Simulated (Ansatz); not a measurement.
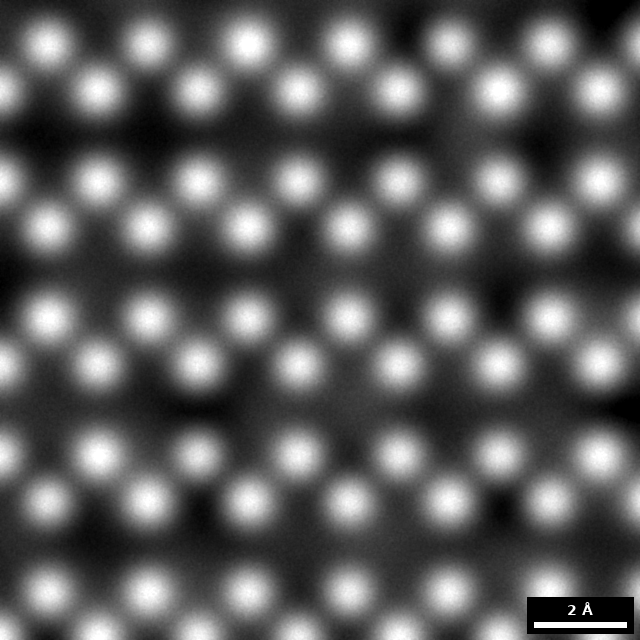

Dark-field STEM-like image of Yb (P6_3/mmc, No. 194). Simulated incoherent Z contrast: every atom adds Z^1.7 spread by a probe of 0.86 Å full width; channelling and multiple scattering are left out. The display is stretched by a gamma of 0.8; percentages refer to the linear signal. Shot noise and the speckle of an amorphous layer were added. Atomic positions: the geometry relaxed with DFT, LDA (PW92), plane waves (420 eV) with PAW, scalar-relativistic (Ansatz); the starting structure was generated, so it need not be a known form of this composition.

```
Yb
1.0
     3.45983    0.00000    0.00000
    -1.72991    2.99630    0.00000
     0.00000    0.00000    5.67902
Yb
2
Cartesian
  0.0000 1.9975 1.4198
  1.7299 0.9988 4.2593
```

Question: Which beam direction gives this image, [101], [310], [210] or [201]? (Directions equivalent by symmetry count as one.)

Answer: [201]. The projected cells are 2.95 × 3.34 Å, 116° for [101]; 1.13 × 5.68 Å, 90° for [310]; 1.73 × 2.84 Å, 90° for [210]; 2.19 × 3.19 Å, 110° for [201], and the image repeats as the [201] one does.
